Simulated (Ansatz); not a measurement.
## Run report: Ta, geometry relaxation (part 2 of 3)

The same run, continued: Ta (slab, 12 atoms in the cell); DFT PBE+D3(BJ), scalar-relativistic, plane waves, PAW, no spin polarisation (Ansatz 0.2.0); cutoff 420 eV, 4×4×1 k-mesh, Gaussian smearing of 0.1 eV. The structure derives from an entry of the Crystallography Open Database. The input holds or restrains some coordinates. Forces given for the steps count only the free coordinates. It belongs to a series of runs on one base structure; here: clean slab, lower planes held.

Geometry of the input (Å; fractional positions):
```
5.6897  0.0000  0.0000
-1.8966  5.3643  0.0000
0.0000  0.0000  20.6456
Ta 0.2500  0.2500  0.3875
Ta 0.2500  0.7500  0.3875
Ta 0.7500  0.2500  0.3875
Ta 0.7500  0.7500  0.3875
Ta 0.5000  0.5000  0.5000
Ta 0.5000  0.0000  0.5000
Ta 0.0000  0.5000  0.5000
Ta 0.0000  0.0000  0.5000
Ta 0.7500  0.7500  0.6125
Ta 0.7500  0.2500  0.6125
Ta 0.2500  0.7500  0.6125
Ta 0.2500  0.2500  0.6125
```

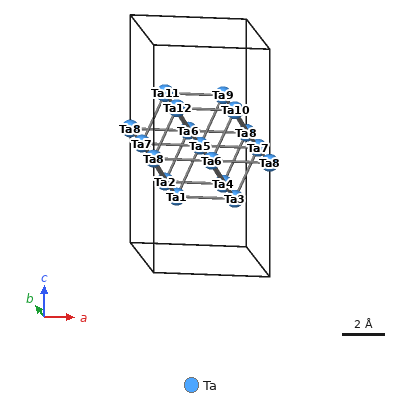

The geometry at step 4 of the log (ball-and-stick view of the cell of the calculation, with the vacuum cut short, seen slightly off an axis; atoms are numbered from 1 in the order of the input).

## Log, continued
```
relax step   2: F+E_penalty+E_count = -119183.04540816 eV  Δ(F+E_penalty+E_count) = +1.235e-4 eV  max|allowed force component| = 4.659e-1 eV/Å  Δτ_max = 0.1982 Å  (9 SCF iters, dr2 threshold 6.29e-6 eV, rejected (line search))
SCF iter   1: F=—  HF=-119183.446380 eV  |F-HF|=—  |Δ(HF+E_count)|=         —  Δρ=1.29e-2  dr2=1.06e1  ethr=3.10e-3  p=0.006 e·Å  D=1.60e-3 V/Å  ΔV_dip=-0.03 eV  dr2_dipole=2.57e0  V_vac-E_F(+/−)=4.72/4.75 eV  ⟨swp⟩=5.9  Hψ=1649  notcnv=0  defer=30
efield: sawtooth ramp at fractional position 0.9800 (handed on by an earlier solve), width 0.0400; the density the first Hamiltonian is built on has a dipole p = 0.006 e·Å; the dipole correction subtracts the counter field D = 1.60e-3 V/Å, which shifts the + side's vacuum level by -0.03 eV against the − side's; the planar-averaged density in the ramp window peaks in size at 1.9e-6 e/Å³
preconditioner: auto → LDOS  [metal: Δε(μ)=0.048 eV  Ē_g=3.469 eV  σ=0.100 eV  W_gap=0.26  n_scr=94 (ndim 8)  ℏωp=11.5 eV  f_vac=0.560  D(μ)=17.25/eV (n_scr^D=102)  β→1.0]
SCF iter   2: F=—  HF=-119183.095426 eV  |F-HF|=—  |Δ(HF+E_count)|=   3.51e-1  Δρ=4.49e-3  dr2=6.45e-1  ethr=3.10e-3  p=-0.016 e·Å  D=-4.72e-3 V/Å  ΔV_dip=0.10 eV  dr2_dipole=9.38e-2  V_vac-E_F(+/−)=4.93/4.83 eV  ⟨swp⟩=2.7  Hψ=888  notcnv=0  defer=35
SCF iter   3: F=—  HF=-119183.075381 eV  |F-HF|=—  |Δ(HF+E_count)|=   2.00e-2  Δρ=2.81e-3  dr2=2.60e-1  ethr=4.14e-4  p=-0.004 e·Å  D=-1.08e-3 V/Å  ΔV_dip=0.02 eV  dr2_dipole=1.50e-2  V_vac-E_F(+/−)=4.78/4.76 eV  ⟨swp⟩=2.6  Hψ=1101  notcnv=0  defer=36
SCF iter   4: F=—  HF=-119183.044856 eV  |F-HF|=—  |Δ(HF+E_count)|=   3.05e-2  Δρ=4.67e-4  dr2=3.80e-3  ethr=1.67e-4  p=-0.008 e·Å  D=-2.38e-3 V/Å  ΔV_dip=0.05 eV  dr2_dipole=1.06e-7  V_vac-E_F(+/−)=4.83/4.78 eV  ⟨swp⟩=2.4  Hψ=1101  notcnv=0  defer=36
SCF iter   5: F=—  HF=-119183.045047 eV  |F-HF|=—  |Δ(HF+E_count)|=   1.91e-4  Δρ=1.71e-4  dr2=3.77e-4  ethr=2.44e-6  p=-0.004 e·Å  D=-1.07e-3 V/Å  ΔV_dip=0.02 eV  dr2_dipole=1.45e-5  V_vac-E_F(+/−)=4.80/4.77 eV  ⟨swp⟩=3.1  Hψ=1071  notcnv=0  defer=36
SCF iter   6: F=—  HF=-119183.045110 eV  |F-HF|=—  |Δ(HF+E_count)|=   6.34e-5  Δρ=5.66e-5  dr2=4.59e-5  ethr=2.42e-7  p=-0.002 e·Å  D=-5.62e-4 V/Å  ΔV_dip=0.01 eV  dr2_dipole=1.40e-5  V_vac-E_F(+/−)=4.78/4.77 eV  ⟨swp⟩=2.3  Hψ=996  notcnv=0  defer=36
SCF iter   7: F=—  HF=-119183.045531 eV  |F-HF|=—  |Δ(HF+E_count)|=   4.21e-4  Δρ=2.04e-5  dr2=5.24e-6  ethr=2.94e-8  p=-0.001 e·Å  D=-1.98e-4 V/Å  ΔV_dip=0.00 eV  dr2_dipole=3.00e-7  V_vac-E_F(+/−)=4.78/4.77 eV  ⟨swp⟩=2.7  Hψ=1245  notcnv=0  defer=36
SCF iter   8: F=—  HF=-119183.045532 eV  |F-HF|=—  |Δ(HF+E_count)|=   5.53e-7  Δρ=6.18e-6  dr2=7.65e-7  ethr=3.36e-9  p=-0.000 e·Å  D=-7.48e-5 V/Å  ΔV_dip=0.00 eV  dr2_dipole=1.78e-7  V_vac-E_F(+/−)=4.77/4.77 eV  ⟨swp⟩=2.9  Hψ=1087  notcnv=0  defer=36
SCF iter   9: F=-119183.045532 eV  HF=-119183.045532 eV  |F-HF|=2.87e-9  |Δ(HF+E_count)|=   5.75e-7  Δρ=1.82e-6  dr2=4.51e-8  ethr=6.41e-11  p=-0.000 e·Å  D=-8.31e-6 V/Å  ΔV_dip=0.00 eV  dr2_dipole=7.87e-9  V_vac-E_F(+/−)=4.77/4.77 eV  ⟨swp⟩=21.9  Hψ=6241  notcnv=0
SCF 3 converged in 9 iterations: F = -119183.045532 eV  dr2 = 4.51e-8
  greatest PAW one-centre occupation: 0.999 electrons in one spin orbital (limit 2), on the Ta atom at site 11 (counted from 0), in its partial waves of l = 0
relax step   3: F+E_penalty+E_count = -119183.04553215 eV  Δ(F+E_penalty+E_count) = -5.179e-7 eV  max|allowed force component| = 3.174e-1 eV/Å  Δτ_max = 0.0000 Å  (9 SCF iters, accepted)
SCF iter   1: F=—  HF=-119183.388070 eV  |F-HF|=—  |Δ(HF+E_count)|=         —  Δρ=1.20e-2  dr2=9.67e0  ethr=3.10e-3  p=-0.000 e·Å  D=-9.67e-6 V/Å  ΔV_dip=0.00 eV  dr2_dipole=2.90e0  V_vac-E_F(+/−)=4.79/4.79 eV  ⟨swp⟩=5.9  Hψ=1660  notcnv=0  defer=27
efield: sawtooth ramp at fractional position 0.9800 (handed on by an earlier solve), width 0.0400; the density the first Hamiltonian is built on has a dipole p = -0.000 e·Å; the dipole correction subtracts the counter field D = -9.67e-6 V/Å, which shifts the + side's vacuum level by +0.00 eV against the − side's; the planar-averaged density in the ramp window peaks in size at 2.7e-6 e/Å³
preconditioner: auto → LDOS  [metal: Δε(μ)=0.072 eV  Ē_g=3.682 eV  σ=0.100 eV  W_gap=0.38  n_scr=94 (ndim 8)  ℏωp=11.5 eV  f_vac=0.572  D(μ)=15.10/eV (n_scr^D=88)  β→1.0]
SCF iter   2: F=—  HF=-119183.100865 eV  |F-HF|=—  |Δ(HF+E_count)|=   2.87e-1  Δρ=4.58e-3  dr2=4.18e-1  ethr=3.10e-3  p=0.051 e·Å  D=1.47e-2 V/Å  ΔV_dip=-0.30 eV  dr2_dipole=2.62e-2  V_vac-E_F(+/−)=4.49/4.79 eV  ⟨swp⟩=2.9  Hψ=890  notcnv=1  defer=36
SCF iter   3: F=—  HF=-119183.057522 eV  |F-HF|=—  |Δ(HF+E_count)|=   4.33e-2  Δρ=1.83e-3  dr2=1.11e-1  ethr=2.68e-4  p=0.014 e·Å  D=4.05e-3 V/Å  ΔV_dip=-0.08 eV  dr2_dipole=6.38e-3  V_vac-E_F(+/−)=4.72/4.81 eV  ⟨swp⟩=3.0  Hψ=1212  notcnv=0  defer=36
SCF iter   4: F=—  HF=-119183.044510 eV  |F-HF|=—  |Δ(HF+E_count)|=   1.30e-2  Δρ=4.94e-4  dr2=6.88e-3  ethr=7.14e-5  p=0.013 e·Å  D=3.74e-3 V/Å  ΔV_dip=-0.08 eV  dr2_dipole=6.39e-4  V_vac-E_F(+/−)=4.72/4.79 eV  ⟨swp⟩=2.1  Hψ=917  notcnv=0  defer=36
SCF iter   5: F=—  HF=-119183.044742 eV  |F-HF|=—  |Δ(HF+E_count)|=   2.32e-4  Δρ=1.84e-4  dr2=3.38e-4  ethr=4.41e-6  p=0.009 e·Å  D=2.45e-3 V/Å  ΔV_dip=-0.05 eV  dr2_dipole=2.10e-6  V_vac-E_F(+/−)=4.73/4.79 eV  ⟨swp⟩=2.0  Hψ=817  notcnv=0  defer=36
SCF iter   6: F=—  HF=-119183.045197 eV  |F-HF|=—  |Δ(HF+E_count)|=   4.55e-4  Δρ=6.56e-5  dr2=6.24e-5  ethr=2.16e-7  p=0.007 e·Å  D=2.02e-3 V/Å  ΔV_dip=-0.04 eV  dr2_dipole=7.44e-7  V_vac-E_F(+/−)=4.75/4.79 eV  ⟨swp⟩=2.7  Hψ=1190  notcnv=0  defer=36
iter 7 did not close the SCF: its close was put off until two iterations running show no level that it waits for move by more than its bar (scf_convergence_deferred on its scf_iter line)
SCF iter   7: F=-119183.045215 eV  HF=-119183.045215 eV  |F-HF|=2.68e-7  |Δ(HF+E_count)|=   1.83e-5  Δρ=1.70e-5  dr2=4.32e-6  ethr=4.04e-9  p=0.006 e·Å  D=1.69e-3 V/Å  ΔV_dip=-0.03 eV  dr2_dipole=3.50e-7  V_vac-E_F(+/−)=4.75/4.79 eV  ⟨swp⟩=24.3  Hψ=7346  notcnv=0
iter 8 did not close the SCF: its close was put off until two iterations running show no level that it waits for move by more than its bar (scf_convergence_deferred on its scf_iter line)
SCF iter   8: F=-119183.045218 eV  HF=-119183.045218 eV  |F-HF|=2.45e-7  |Δ(HF+E_count)|=   2.41e-6  Δρ=5.72e-6  dr2=7.04e-7  ethr=2.77e-9  p=0.006 e·Å  D=1.63e-3 V/Å  ΔV_dip=-0.03 eV  dr2_dipole=1.79e-7  V_vac-E_F(+/−)=4.75/4.79 eV  ⟨swp⟩=12.0  Hψ=5798  notcnv=0
SCF iter   9: F=-119183.045218 eV  HF=-119183.045218 eV  |F-HF|=2.08e-8  |Δ(HF+E_count)|=   4.40e-7  Δρ=1.66e-6  dr2=3.23e-8  ethr=4.51e-10  p=0.006 e·Å  D=1.60e-3 V/Å  ΔV_dip=-0.03 eV  dr2_dipole=1.35e-10  V_vac-E_F(+/−)=4.75/4.79 eV  ⟨swp⟩=10.6  Hψ=5160  notcnv=0
SCF 4 converged in 9 iterations: F = -119183.045218 eV  dr2 = 3.23e-8
relax step   4: F+E_penalty+E_count = -119183.04521828 eV  Δ(F+E_penalty+E_count) = +3.139e-4 eV  max|allowed force component| = 4.665e-1 eV/Å  Δτ_max = 0.1983 Å  (9 SCF iters, dr2 threshold 6.30e-6 eV, rejected (line search))
iter 1 solved again at ethr=1.44e-3 eV; its pass at ethr=3.10e-3 eV (dr2=2.25e0 eV) is discarded
SCF iter   1: F=—  HF=-119183.219778 eV  |F-HF|=—  |Δ(HF+E_count)|=         —  Δρ=6.42e-3  dr2=2.56e0  ethr=1.44e-3  p=0.006 e·Å  D=1.60e-3 V/Å  ΔV_dip=-0.03 eV  dr2_dipole=6.63e-1  V_vac-E_F(+/−)=4.74/4.77 eV  ⟨swp⟩=1.3  Hψ=2083  notcnv=0  defer=34
efield: sawtooth ramp at fractional position 0.9800 (handed on by an earlier solve), width 0.0400; the density the first Hamiltonian is built on has a dipole p = 0.006 e·Å; the dipole correction subtracts the counter field D = 1.60e-3 V/Å, which shifts the + side's vacuum level by -0.03 eV against the − side's; the planar-averaged density in the ramp window peaks in size at 4.4e-6 e/Å³
preconditioner: auto → LDOS  [metal: Δε(μ)=0.050 eV  Ē_g=3.542 eV  σ=0.100 eV  W_gap=0.28  n_scr=94 (ndim 8)  ℏωp=11.5 eV  f_vac=0.563  D(μ)=15.47/eV (n_scr^D=88)  β→1.0]
SCF iter   2: F=—  HF=-119183.133041 eV  |F-HF|=—  |Δ(HF+E_count)|=   8.67e-2  Δρ=2.31e-3  dr2=1.18e-1  ethr=1.44e-3  p=-0.018 e·Å  D=-5.05e-3 V/Å  ΔV_dip=0.10 eV  dr2_dipole=6.72e-3  V_vac-E_F(+/−)=4.88/4.77 eV  ⟨swp⟩=2.6  Hψ=802  notcnv=0  defer=34
SCF iter   3: F=—  HF=-119183.122114 eV  |F-HF|=—  |Δ(HF+E_count)|=   1.09e-2  Δρ=1.12e-3  dr2=5.48e-2  ethr=7.56e-5  p=-0.001 e·Å  D=-1.45e-4 V/Å  ΔV_dip=0.00 eV  dr2_dipole=7.26e-3  V_vac-E_F(+/−)=4.76/4.76 eV  ⟨swp⟩=3.1  Hψ=1228  notcnv=0  defer=40
SCF iter   4: F=—  HF=-119183.117724 eV  |F-HF|=—  |Δ(HF+E_count)|=   4.39e-3  Δρ=4.07e-4  dr2=9.29e-3  ethr=3.51e-5  p=-0.001 e·Å  D=-3.25e-4 V/Å  ΔV_dip=0.01 eV  dr2_dipole=1.64e-3  V_vac-E_F(+/−)=4.77/4.76 eV  ⟨swp⟩=2.0  Hψ=799  notcnv=0  defer=38
SCF iter   5: F=—  HF=-119183.117353 eV  |F-HF|=—  |Δ(HF+E_count)|=   3.71e-4  Δρ=1.02e-4  dr2=2.55e-4  ethr=5.96e-6  p=-0.001 e·Å  D=-1.46e-4 V/Å  ΔV_dip=0.00 eV  dr2_dipole=2.51e-5  V_vac-E_F(+/−)=4.77/4.77 eV  ⟨swp⟩=2.0  Hψ=691  notcnv=0  defer=38
SCF iter   6: F=—  HF=-119183.117358 eV  |F-HF|=—  |Δ(HF+E_count)|=   5.11e-6  Δρ=2.79e-5  dr2=8.61e-6  ethr=1.64e-7  p=0.000 e·Å  D=4.06e-5 V/Å  ΔV_dip=-0.00 eV  dr2_dipole=2.77e-6  V_vac-E_F(+/−)=4.76/4.76 eV  ⟨swp⟩=3.1  Hψ=1193  notcnv=0  defer=36
SCF iter   7: F=—  HF=-119183.117729 eV  |F-HF|=—  |Δ(HF+E_count)|=   3.71e-4  Δρ=8.76e-6  dr2=1.21e-6  ethr=5.52e-9  p=0.001 e·Å  D=2.05e-4 V/Å  ΔV_dip=-0.00 eV  dr2_dipole=8.17e-8  V_vac-E_F(+/−)=4.76/4.76 eV  ⟨swp⟩=2.4  Hψ=1175  notcnv=0  defer=36
iter 8 did not close the SCF: its close was put off until two iterations running show no level that it waits for move by more than its bar (scf_convergence_deferred on its scf_iter line)
SCF iter   8: F=-119183.117730 eV  HF=-119183.117729 eV  |F-HF|=8.27e-8  |Δ(HF+E_count)|=   3.88e-7  Δρ=2.63e-6  dr2=4.92e-8  ethr=6.41e-11  p=0.001 e·Å  D=2.42e-4 V/Å  ΔV_dip=-0.00 eV  dr2_dipole=1.08e-10  V_vac-E_F(+/−)=4.76/4.76 eV  ⟨swp⟩=21.0  Hψ=6505  notcnv=0
iter 9 did not close the SCF: its close was put off until two iterations running show no level that it waits for move by more than its bar (scf_convergence_deferred on its scf_iter line)
SCF iter   9: F=-119183.117730 eV  HF=-119183.117730 eV  |F-HF|=2.27e-8  |Δ(HF+E_count)|=   9.34e-8  Δρ=8.17e-7  dr2=2.23e-8  ethr=3.15e-11  p=0.001 e·Å  D=2.55e-4 V/Å  ΔV_dip=-0.01 eV  dr2_dipole=6.28e-9  V_vac-E_F(+/−)=4.76/4.76 eV  ⟨swp⟩=9.1  Hψ=4977  notcnv=0
SCF iter  10: F=-119183.117730 eV  HF=-119183.117730 eV  |F-HF|=3.35e-10  |Δ(HF+E_count)|=   1.95e-9  Δρ=2.39e-7  dr2=7.05e-10  ethr=1.43e-11  p=0.001 e·Å  D=2.58e-4 V/Å  ΔV_dip=-0.01 eV  dr2_dipole=1.61e-10  V_vac-E_F(+/−)=4.76/4.76 eV  ⟨swp⟩=8.7  Hψ=4360  notcnv=0
SCF 5 converged in 10 iterations: F = -119183.117730 eV  dr2 = 7.05e-10
relax step   5: F+E_penalty+E_count = -119183.11772957 eV  Δ(F+E_penalty+E_count) = -7.220e-2 eV  max|allowed force component| = 2.379e-2 eV/Å  Δτ_max = 0.0966 Å  (10 SCF iters, accepted)
WARN: The output density's exchange-correlation potential varies sharply where the density is thin. Do not read a vacuum level from v_tot or v_xc, or from such a field of the output density. On a cell that repeats whose density bears no net charge and no dipole along the vacuum's axis use v_es (v_loc + v_h of the components); under efield.dipole_correction with no amplitude use v_es + v_field, which holds any external_charges[].barrier, or the levels of the report's work_function block, which leave it out; under a non-zero efield.amplitude the vacuum is tilted and has no level; on a cell that repeats and bears such a dipole with no correction it is tilted too, and efield.dipole_correction with no amplitude gives each side of its ramp a level where efield: is served; in a cell that repeats whose density bears a net charge (total_charge, or a fill off its count) it is curved and has none; of a slab under crystal.periodic whose density bears no net charge use v_es, which has a level on each side, short of where the two are joined; of another it falls or rises all the way out and has none; of a slab beside external_charges read slab_vacuum_level instead, which it has where they leave it neutral. The grid or the basis barely resolves most such structure, and the values can differ between equally converged runs; as a rule a tighter scf.convergence.dr2_threshold does not remove it. Where the density itself ripples (under the LDA too) a higher basis.ecutwfc lessens it. The files hold the spikes' plane waves up to the density's cutoff. Files: v_tot_of_output_density and the like, and their columns of v_z.tsv (output.write_potential); v_xc_of_output_density and the like, and their columns of v_comp_z.tsv (output.write_potential_components). Measured: with its Gaussian average of σ = 0.25 Å subtracted twice, the exchange-correlation potential is over 0.1 eV at 56 of the grid points where the equally averaged density (valence and model cores) is under 1e-3 e/Å³, and 0.142 eV at the most among them, at an averaged density of 3.4e-8 e/Å³. See output.write_potential in the manual, Limitations
SCF converged after 10 iterations
Free energy (F): -119183.117730 eV
Harris-Foulkes:  -119183.117730 eV  (|F-HF|=3.35e-10)
Internal energy: -119183.038822 eV  (E = F + TS)
E sigma→0 (E₀):  -119183.078276 eV
Entropy (-TS):   -0.078907 eV (-6.576 meV/atom)
Fermi energy:    3.493590 eV
Dipole field:    D = 0.000248 V/Å  (p = 0.000864 e·Å, saw-weighted, corrected)
Work function:   Φ+ = 4.7593 eV   Φ− = 4.7644 eV
Levels:          The Fermi level and band energies are counted from a zero that moves with the ramp; work functions are not
--- Per-component energies (eV) ---
  E_band       = -3633.315249
  E_kinetic    = 4376.831800
  E_local      = -121224.220781  (includes V_loc(G=0)·N_el)
  E_nonlocal   = 182.636054
  E_hartree    = 58409.253975
  E_xc         = -2610.057105
  E_vxc        = -2433.286208  (∫ρ·V_xc dr)
  E_paw        = -100758.774388  (= ΣΔE_a)
  E_vpaw       = -1353.784850  (= ΣTr[D̂ρ^β])
  E_aug_tail   = 0.001823  (compensation charges beyond the density's cutoff)
  E_efield     = 0.000000  (sawtooth field / dipole correction)
  E_vefield    = 0.001842  (∫n·V_field dr)
  E_ewald      = 42446.423942
  E_disp       = -5.134142  (pairwise vdW)
  E_smearing   = -0.078907  (= −TS)
  E_closure    = 0.000000  (closes the sum)
  Σ components = -119183.117730   (vs F -119183.117730, Δ=0.00e0)
```
